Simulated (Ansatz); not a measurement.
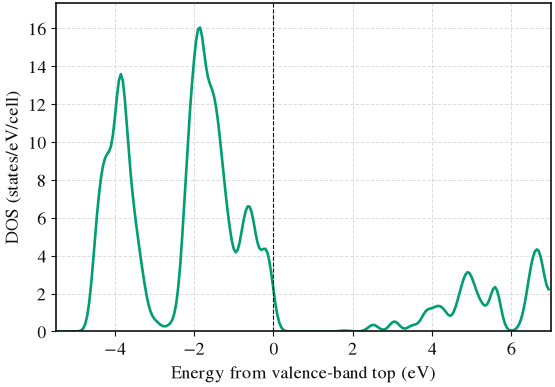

Density of states of AgCl, space group P2_1/m (No. 11), 4 atoms in the cell, h-MgO (five-fold) type, shear (xy) strain −2.8%. Method: DFT, r2SCAN, plane waves, PAW, no spin polarisation, 6×6×4 k mesh (Ansatz). Energies are counted from the top of the valence band. The curve is built from the levels of the k mesh with Gaussians 0.3 eV wide, which also blur the band edges.

There is a gap; over the k points computed it is 1.80 eV (direct among those points). The upper group of valence states starts about 4.6 eV under the valence-band top, with a gap beneath it; it holds about 32 electrons a cell.
